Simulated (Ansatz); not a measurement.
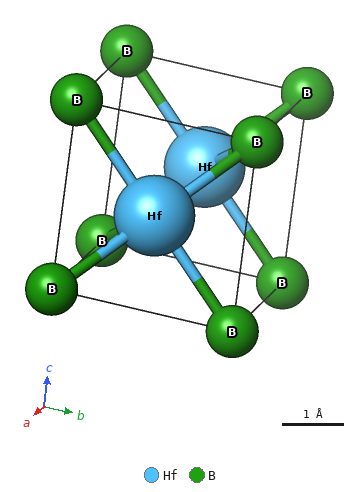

Fig. 1: The structure (ball-and-stick view of the reduced cell, seen slightly off an axis). Near neighbours in the crystal (not all of them lie inside the picture): Hf has 6 B at 2.29 to 2.31 Å; B has 6 Hf at 2.29 to 2.31 Å.

**Field-gradient calculation, with input and output: HfB**

HfB (I4/mmm, 2 atoms in the cell), computed with DFT, LDA, PAW with Ansatz's default frozen-core files, scalar-relativistic, no spin polarisation (Ansatz 0.2.0).

The structure derives from an entry of the Crystallography Open Database. It belongs to a series of runs on one base structure; here: zz strain of -1 %, PAW files.

Input file
```yaml
crystal:
  lattice:
    - [0.0, 2.31, 2.2869]
    - [2.31, 0.0, 2.2869]
    - [2.31, 2.31, 0.0]
  atoms:
    - { symbol: Hf, position: [0.5, 0.5, 0.5] }
    - { symbol: B, position: [0.0, 0.0, 0.0] }
kpoints:
  mp_grid: { grid: [15, 15, 15] }
scf:
  occupations: { method: fermi_dirac, width: 0.05 }
hamiltonian:
  xc: lda
  pseudopotentials: { kind: paw }
output:
  forces: true
  stress: true
  eigenvalues: true
  efg: { contact_densities: true }
  write_density: true
  write_potential: true
  elf: true
  volumetric_format: npy
```

Hardware: 1 thread of Intel Xeon (Sapphire Rapids), 64 GiB of memory available, shared host.

Command:
```bash
ansatz run input.yaml --threads 1 --pin off --max-ram 3072MiB --backend cpu --events-out ev --progress --plain --runs-dir out
```

Output
```
Hf: output.efg is read without spin–orbit coupling, which moves field gradients at and beside such atoms by some per cent and up to a factor of two; PAW files take it under magnetization.noncollinear and magnetization.spin_orbit
Engine: ansatz 0.2.0, x86_64-unknown-linux-gnu
Pseudopotentials: kind: paw
Pseudopotential: Hf, paw, valence charge 26, recommended cutoff 420 eV (normal), Hf.paw.azcp
Pseudopotential: B, paw, valence charge 3, recommended cutoff 420 eV (normal), B.paw.azcp
Functional definition: SPW92
  exchange = slater_x
  correlation = pw_c
Crystal: 2 atoms, lattice volume = 24.406 Å³
Basis set: ecut = 420 eV, 515 PW (Γ)
Bands: 19, of which v1, the nominal top of the filled ones, is band 15 counted from 1 (14 counted from 0)
Symmetry: 16 space group operations
Space group: I4/mmm (ITA 139), of the structure as read, at distance tolerance 2.9e-5 Å
k-points: 288 of 3375
Non-local potential: Hf, projectors of the file, l = 0: 3, l = 1: 2, l = 2: 2, l = 3: 3
Non-local potential: B, projectors of the file, l = 0: 2, l = 1: 2, l = 2: 1
PAW form: soft (Blöchl's): semilocal exchange-correlation on the pseudo side does not see the compensation charge
PAW frozen core: Hf, regenerated for the run's functional, and the local potential with it (the file was generated under x = pbe(κ = 0.804, μ = 0.2195149727645171), c = pbe(β = 0.06672455060314922))
PAW frozen core: B, regenerated for the run's functional, and the local potential with it (the file was generated under x = pbe(κ = 0.804, μ = 0.2195149727645171), c = pbe(β = 0.06672455060314922))
PAW one-centre angular grid: Hf, 590 points (default); XC on 64 Gauss nodes
PAW one-centre angular grid: B, 110 points (default); XC on 64 Gauss nodes
Initial density: superposition of atomic densities (neutral atoms: chi_scale 0, normalization atom), corrected by the library's trained network
Initial wavefunctions: pseudopotential atomic-orbital guess
Functional: x = slater, c = lda
SCF iter   1: F=—  HF=-15627.342890 eV  |F-HF|=—  |Δ(HF+E_count)|=         —  Δρ=6.01e-3  dr2=8.80e-3  ethr=1.77e-3  ⟨swp⟩=5.3  Hψ=23317  notcnv=0
preconditioner: auto → Kerker (q_TF=auto, 2.808 Å⁻¹)  [metal: Δε(μ)=0.015 eV  Ē_g=18.141 eV  σ=0.050 eV  W_gap=0.08  n_scr=14 (ndim 8)  ℏωp=39.1 eV  f_vac=0.000  D(μ)=1.01/eV (n_scr^D=12)]
SCF iter   2: F=—  HF=-15627.340779 eV  |F-HF|=—  |Δ(HF+E_count)|=   2.11e-3  Δρ=3.43e-3  dr2=2.37e-3  ethr=3.03e-5  ⟨swp⟩=2.4  Hψ=10735  notcnv=0  defer=15
SCF iter   3: F=—  HF=-15627.340452 eV  |F-HF|=—  |Δ(HF+E_count)|=   3.27e-4  Δρ=1.28e-3  dr2=3.55e-4  ethr=8.17e-6  ⟨swp⟩=2.0  Hψ=8341  notcnv=0  defer=20
SCF iter   4: F=—  HF=-15627.340211 eV  |F-HF|=—  |Δ(HF+E_count)|=   2.41e-4  Δρ=3.56e-4  dr2=1.39e-5  ethr=1.22e-6  ⟨swp⟩=2.0  Hψ=8643  notcnv=0  defer=21
SCF iter   5: F=—  HF=-15627.340209 eV  |F-HF|=—  |Δ(HF+E_count)|=   1.62e-6  Δρ=8.79e-5  dr2=1.15e-6  ethr=4.79e-8  ⟨swp⟩=2.1  Hψ=9743  notcnv=0  defer=21
SCF iter   6: F=-15627.340208 eV  HF=-15627.340208 eV  |F-HF|=2.88e-8  |Δ(HF+E_count)|=   8.54e-7  Δρ=9.70e-6  dr2=1.68e-8  ethr=3.45e-10  ⟨swp⟩=8.3  Hψ=42151  notcnv=0
SCF 1 converged in 6 iterations: F = -15627.340208 eV  dr2 = 1.68e-8
  greatest PAW one-centre occupation: 0.998 electrons in one spin orbital (limit 2), on the Hf atom at site 0 (counted from 0), in its partial waves of l = 3
SCF converged after 6 iterations
Free energy (F): -15627.340208 eV
Harris-Foulkes:  -15627.340208 eV  (|F-HF|=2.88e-8)
Internal energy: -15627.332169 eV  (E = F + TS)
E sigma→0 (E₀):  -15627.336189 eV
Entropy (-TS):   -0.008039 eV (-4.019 meV/atom)
Fermi energy:    19.569122 eV
--- Per-component energies (eV) ---
  E_band       = 118.140856
  E_kinetic    = 480.120100
  E_local      = -5002.866853  (includes V_loc(G=0)·N_el)
  E_nonlocal   = -1217.568868
  E_hartree    = 2380.622987
  E_xc         = -332.674373
  E_vxc        = -308.695795  (∫ρ·V_xc dr)
  E_paw        = -6760.913298  (= ΣΔE_a)
  E_vpaw       = 1405.902034  (= ΣTr[D̂ρ^β])
  E_aug_tail   = -0.000005  (compensation charges beyond the density's cutoff)
  E_ewald      = -5176.554936
  E_core_change = 2.503077  (= ΣΔE_core)
  E_smearing   = -0.008039  (= −TS)
  E_closure    = -0.000000  (closes the sum)
  Σ components = -15627.340208   (vs F -15627.340208, Δ=0.00e0)
--- Forces (eV/Å), atoms counted from 1 ---
  atom   1  Hf     0.00000000    -0.00000000     0.00000000
  atom   2  B     -0.00000000     0.00000000    -0.00000000
  max |Σ_I F_I| component: 4.89e-29 eV/Å
--- Stress (GPa, compression-positive) ---
       19.174735       0.000000       0.000000
        0.000000      19.174735       0.000000
        0.000000       0.000000      24.251366
  P = ⅓ Tr σ = 20.8669 GPa (208.669 kbar)
--- PAW observables at the nuclei: V_zz in 10²¹ V/m², potentials from the cell's mean, atoms counted from 1 ---
  atom   1  Hf V_zz =    -1.889323   η = 0.0000   by run symmetry: allowed
            electrostatic potential = -14185.870253 V   contact ρ = 7500211.782836 e/Å³
  atom   2  B  V_zz =    -0.022373   η = 0.0000   by run symmetry: allowed
            electrostatic potential = -338.307605 V   contact ρ = 478.145556 e/Å³
--- Band table (eV; the first three rows and the last of 288) ---
  k-point 0: bands = ["-40.2948", "-8.7973", "-8.7932", "-8.7932", "9.6685", "9.6692", "9.6692", "9.6703", "9.7629", "9.7629", "9.7644", "10.0627", "21.6088", "21.6088", "21.7307", "23.6021", "23.6021", "23.6425", "23.6803"]
  k-point 1: bands = ["-40.2927", "-8.8297", "-8.7990", "-8.7970", "9.6675", "9.6707", "9.6720", "9.6728", "9.7601", "9.7608", "9.7637", "10.1949", "21.2157", "21.5386", "21.6326", "22.5939", "22.6488", "23.8614", "24.9798"]
  k-point 2: bands = ["-40.2869", "-8.9270", "-8.8083", "-8.8077", "9.6635", "9.6768", "9.6799", "9.6806", "9.7524", "9.7529", "9.7639", "10.5771", "20.3299", "20.9022", "20.9857", "22.4856", "22.5232", "24.2300", "26.4868"]
  k-point 287: bands = ["-40.2294", "-9.4789", "-9.0844", "-9.0651", "9.6981", "9.6999", "9.7009", "9.7289", "9.7316", "9.7344", "9.7368", "12.9840", "18.3258", "18.7979", "21.6854", "21.9559", "26.1771", "27.2717", "27.3752"]
```

File rho_z.tsv
```
# z_ang	rho[e/angstrom^3]
# format = ansatz-planar-average/11
# lattice	0.000000000	2.310000000	2.286900000
# lattice	2.310000000	0.000000000	2.286900000
# lattice	2.310000000	2.310000000	0.000000000
# sites	2
# site	72	2.310000000	2.310000000	2.286900000
# site	5	0.000000000	0.000000000	0.000000000
0.000000	3.607173e-1
0.136118	3.637705e-1
0.272236	3.734574e-1
0.408354	3.939471e-1
0.544472	4.386225e-1
0.680590	5.338062e-1
0.816708	7.158088e-1
0.952826	1.017851e0
1.088944	1.447625e0
1.225062	1.964874e0
1.361181	2.475554e0
1.497299	2.855072e0
1.633417	2.995788e0
1.769535	2.855072e0
1.905653	2.475554e0
2.041771	1.964874e0
2.177889	1.447625e0
2.314007	1.017851e0
2.450125	7.158088e-1
2.586243	5.338062e-1
2.722361	4.386225e-1
2.858479	3.939471e-1
2.994597	3.734574e-1
3.130715	3.637705e-1
```

File v_z.tsv
```
# z_ang	v_es[eV]	v_tot[eV]
# format = ansatz-planar-average/11
# xc	lda
# density_cutoff_ev	1680
# datasets	Hf=:simpson_from_first_knot:soft:shift=-2083067	B=:simpson_from_first_knot:soft:shift=-760788
# lattice	0.000000000	2.310000000	2.286900000
# lattice	2.310000000	0.000000000	2.286900000
# lattice	2.310000000	2.310000000	0.000000000
# sites	2
# site	72	2.310000000	2.310000000	2.286900000
# site	5	0.000000000	0.000000000	0.000000000
0.000000	1.289308e1	1.294722e0
0.136118	1.302464e1	1.426455e0
0.272236	1.337043e1	1.753542e0
0.408354	1.378747e1	2.090994e0
0.544472	1.400358e1	2.133156e0
0.680590	1.374595e1	1.602560e0
0.816708	1.292884e1	4.314427e-1
0.952826	1.171605e1	-1.200952e0
1.088944	1.047743e1	-2.917538e0
1.225062	9.497372e0	-4.405454e0
1.361181	8.822404e0	-5.547357e0
1.497299	8.429769e0	-6.272408e0
1.633417	8.303459e0	-6.519403e0
1.769535	8.429769e0	-6.272408e0
1.905653	8.822404e0	-5.547357e0
2.041771	9.497372e0	-4.405454e0
2.177889	1.047743e1	-2.917538e0
2.314007	1.171605e1	-1.200952e0
2.450125	1.292884e1	4.314427e-1
2.586243	1.374595e1	1.602560e0
2.722361	1.400358e1	2.133156e0
2.858479	1.378747e1	2.090994e0
2.994597	1.337043e1	1.753542e0
3.130715	1.302464e1	1.426455e0
```

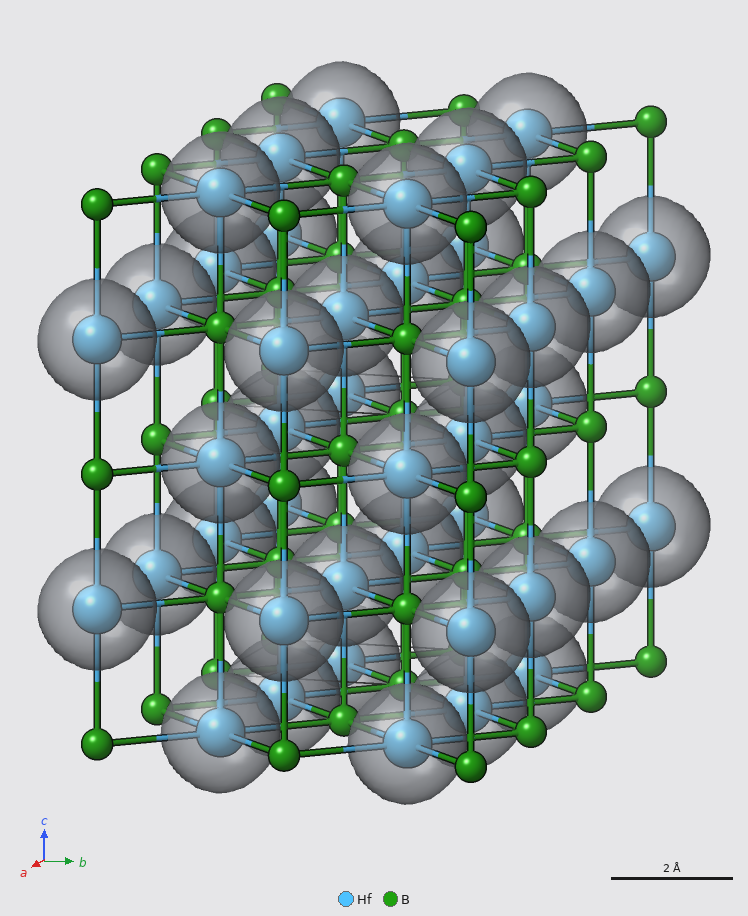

Fig. 2: Isosurface of the valence charge density (pseudo) at 0.8 e/Å³ (grey), seen slightly off an axis. Sticks mark near contacts. The outline is the cell set on symmetry axes. At this value the density breaks into separate islands; it holds about 75 % of the electrons treated as valence (semicore included). It is pinched off along the Hf–B (2.29 Å) contacts. On the grid the lowest density along these lines, outside the cores, is 0.48 e/Å³ (Hf–B, 2.29 Å). Core electrons are frozen (PAW), so the fields are smoothed inside the atomic spheres.

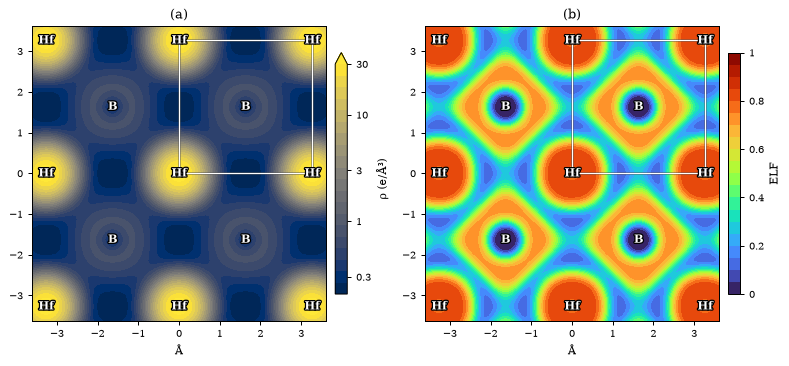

Fig. 3: (a) valence pseudo-density; (b) ELF on the (001) plane of the conventional cell. Hf–B (2.31 Å): ρ is about 0.51 e/Å³ halfway; the ELF is about 0.25 at the midpoint (no shared pair; the contact is polar). Away from the nuclei the density in this plane falls to 0.21 e/Å³ at its lowest. The strong features right at Hf lie inside the PAW spheres (semicore, d or f shells) and say nothing about bonding.

Key numbers

```csv
quantity,value
outcome,converged
space group (tolerance 0.01 Å),I4/mmm (139)
electrons treated,29
free energy,−15627.3402 eV
Fermi energy,19.569 eV
pressure,20.87 GPa
field gradient V_zz (10²¹ V/m²),"Hf −1.89, B −0.0224"
largest force (length of the vector),under 0.001 eV/Å
wall time,8.6 s
peak memory,0.51 GiB
```

Notes

Warnings of the run: the field gradients leave out spin–orbit coupling. Spin–orbit coupling is left out, which matters for Hf. The cell is under a pressure of 21 GPa at this level, so it is not at its equilibrium volume.
